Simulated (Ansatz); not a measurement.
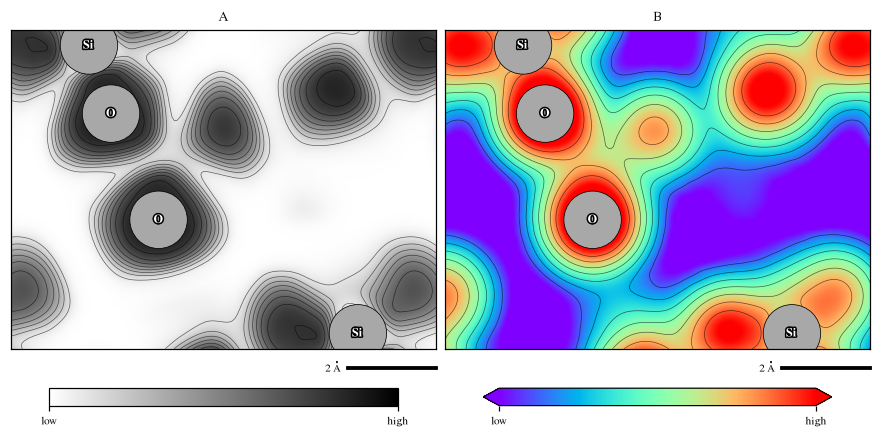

SiO₂: 2 fields on the (111) plane of the conventional cell, with unlabelled colour scales. Grey discs cover the atomic cores.

Space group I-42d; a structure from a database of computed crystals, not necessarily the ambient phase.

Level of theory: DFT PBE, scalar-relativistic, plane waves, PAW (Ansatz).

### Match the panels to the quantities (electron localisation function and valence pseudo-density).

Panel A: electron localisation function. Panel B: valence pseudo-density. From the grid: Si–O (1.63 Å): ρ is about 1.2 e/Å³ halfway; the ELF peaks at about 0.85 between the atoms (a polar covalent bond).
